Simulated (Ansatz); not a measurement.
The Ansatz input:

```yaml
crystal:
  lattice:
    - [0.0, 4.1175163063, 4.2628978354]
    - [2.3895119538, 0.0, 4.2628978354]
    - [2.3895119538, 4.1175163063, 0.0]
  atoms:
    - { symbol: Ti, position: [0.75, 0.75, 0.75] }
    - { symbol: Ti, position: [0.5, 0.5, 0.5] }
    - { symbol: Si, position: [0.41256561, 0.08743439, 0.41256561] }
    - { symbol: Si, position: [0.08743439, 0.41256561, 0.08743439] }
    - { symbol: Si, position: [0.16256561, 0.83743439, 0.16256561] }
    - { symbol: Si, position: [0.83743439, 0.16256561, 0.83743439] }
hamiltonian:
  xc: pbe
  pseudopotentials: { kind: paw }
kpoints:
  mp_grid: { grid: [6, 6, 6] }
  band_path:
    path:
      - [[0.0, 0.0, 0.0], [0.5, 0.0, 0.5], [1.0, 0.5, 0.5], [0.5, 0.5, 0.0], [0.0, 0.0, 0.0], [0.0, 0.4127457158, 0.4127457158], [0.5, 0.2443551471, 0.7443551471], [0.5, 0.0, 0.5]]
      - [[1.0, 0.5, 0.5], [1.0, 0.5872542842, 0.5872542842]]
      - [[0.0, 0.4127457158, 0.4127457158], [0.5, 0.7556448529, 0.2556448529], [0.5, 0.5, 0.0]]
      - [[0.5, 0.5, 0.5], [0.0, 0.0, 0.0]]
    npoints: 14
scf:
  occupations: { method: fermi_dirac, width: 0.05 }
  n_extra_bands: 15
output:
  forces: true
  stress: true
  eigenvalues: true
  fatbands: false
```

System: TiSi2, space group Fddd, 6 atoms in the primitive cell.

Method: PBE, Ansatz PAW, no spin polarisation, no spin-orbit coupling, 6×6×6 k mesh, 420 eV cutoff, Fermi-Dirac smearing of 0.05 eV (Ansatz 0.2.0).

What will the band structure look like? The path is Γ–Y–T–Z–Γ–X–A1–Y|T–X1|X–A–Z|L–Γ.

A metal: 4 bands cross the Fermi level along this path. Bands cross the Fermi level on Γ–Y, Z–Γ, Γ–X, X–A1, T–X1, X–A and L–Γ, and not on Y–T, T–Z, A1–Y and A–Z. At Γ the nearest levels lie 0.99 eV below and 2.02 eV above the Fermi level.

The k mesh is thin for a metal, so its Fermi level is uncertain by some hundredths of an eV. The cell is a database's computed one. In reduced coordinates of the cell that was run, Y is (0.5, 0, 0.5), T is (1, 0.5, 0.5), Z is (0.5, 0.5, 0), X is (0, 0.413, 0.413), A1 is (0.5, 0.244, 0.744), X1 is (1, 0.587, 0.587), A is (0.5, 0.756, 0.256) and L is (0.5, 0.5, 0.5).

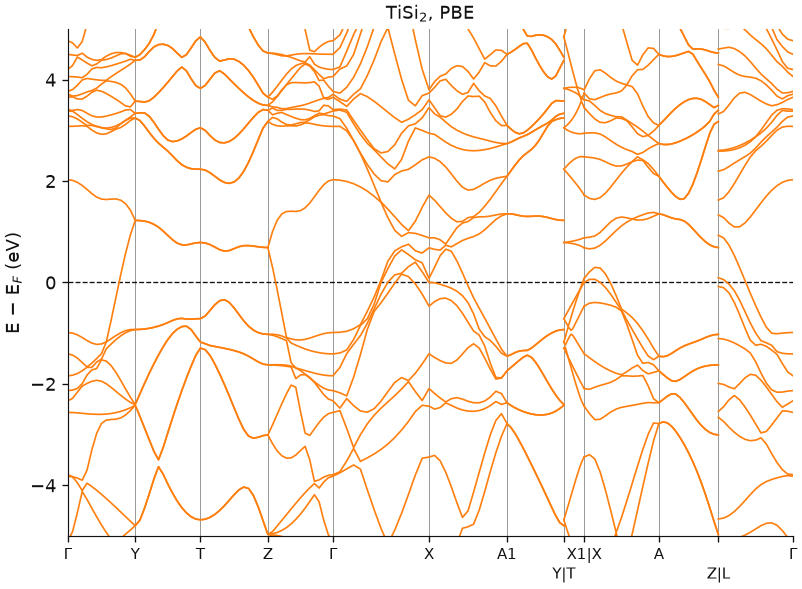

Band structure. Energies are counted from the Fermi level.
